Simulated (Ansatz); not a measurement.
TiCo

```cif
data_structure
_symmetry_space_group_name_H-M 'P 1'
_symmetry_Int_Tables_number 1
_cell_length_a 2.8491
_cell_length_b 2.8491
_cell_length_c 23.2079
_cell_angle_alpha 90.000
_cell_angle_beta 90.000
_cell_angle_gamma 120.000
_cell_volume 163.15
loop_
_atom_site_label
_atom_site_type_symbol
_atom_site_fract_x
_atom_site_fract_y
_atom_site_fract_z
_atom_site_occupancy
Co1 Co 0.00000 0.00000 0.00000 1
Co2 Co 0.66667 0.33333 0.33333 1
Co3 Co 0.33333 0.66667 0.66667 1
Ti1 Ti 0.00000 0.00000 0.25000 1
Ti2 Ti 0.66667 0.33333 0.58333 1
Ti3 Ti 0.33333 0.66667 0.91667 1
Co4 Co 0.33333 0.66667 0.16667 1
Co5 Co 0.00000 0.00000 0.50000 1
Co6 Co 0.66667 0.33333 0.83333 1
Ti4 Ti 0.66667 0.33333 0.08333 1
Ti5 Ti 0.33333 0.66667 0.41667 1
Ti6 Ti 0.00000 0.00000 0.75000 1
```

Space group R-3m; started from the CuPt (L1_1) prototype, which need not be the ambient phase; spin-polarised.

Theory: DFT r2SCAN, scalar-relativistic, plane waves, PAW (Ansatz 0.2.0).

Core electrons are frozen (PAW), and the valence fields are smoothed inside the atomic spheres.

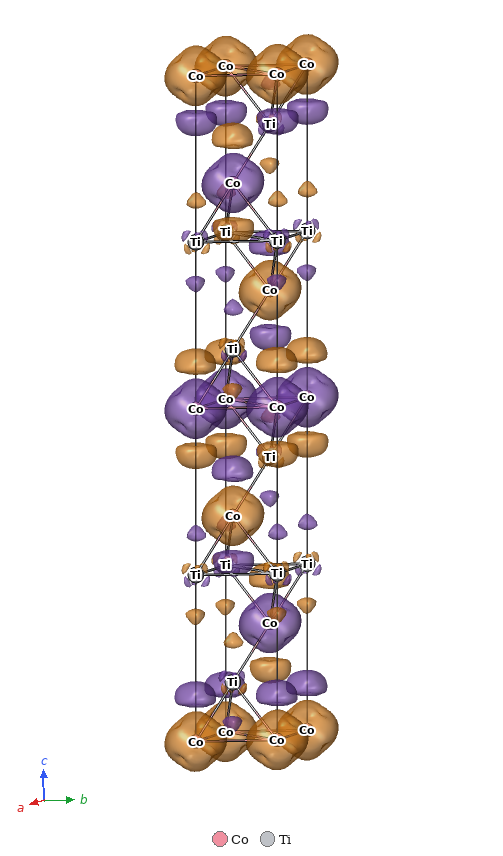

Figure 1. Isosurfaces of the spin density at +0.015 (orange) and −0.015 e/Å³ (purple), seen at an oblique angle. Sticks mark near contacts.

Question: Where is the spin, and how is it ordered?

Answer: The spin density sits on Co: +1.2 μB (×3) and −1.2 μB (×3) in one cell of 12 atoms: antiferromagnetic in this solution, which needn't be the ground state, with nearest magnetic neighbours parallel and the sign changing further off. The cell of the calculation (4 atoms) carries 0.0 μB of net spin moment.

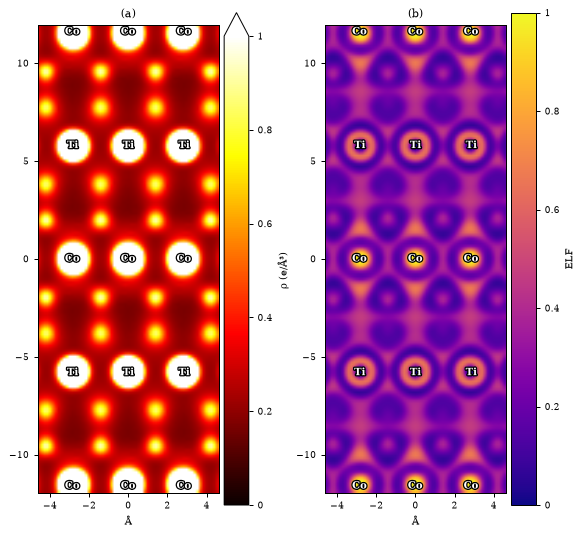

Figure 2. (a) valence electron density; (b) electron localisation function on the (010) plane of the conventional cell.

Question: What does the map show?

Answer: The plane passes through Co and Ti nuclei.
Atoms just off the plane (Co, 0.8 Å away and Ti, 0.8 Å away) can leave unmarked features too.
Co–Co (2.85 Å): ρ at the midpoint is about 0.23 e/Å³; the ELF is about 0.35 at the midpoint.
Ti–Ti (2.85 Å): the density is about 0.21 e/Å³ at the midpoint; the ELF is about 0.25 at the midpoint (no shared electron pair shows on this line).
Between the atoms the lowest density in this plane is 0.17 e/Å³.
The features right at Co and Ti lie inside the PAW spheres, where the map follows smoothed inner orbitals and isn't to be read closely.

Question: Does the calculation give a band gap?

Answer: It is metallic or semimetallic at this level of theory: no gap opens.
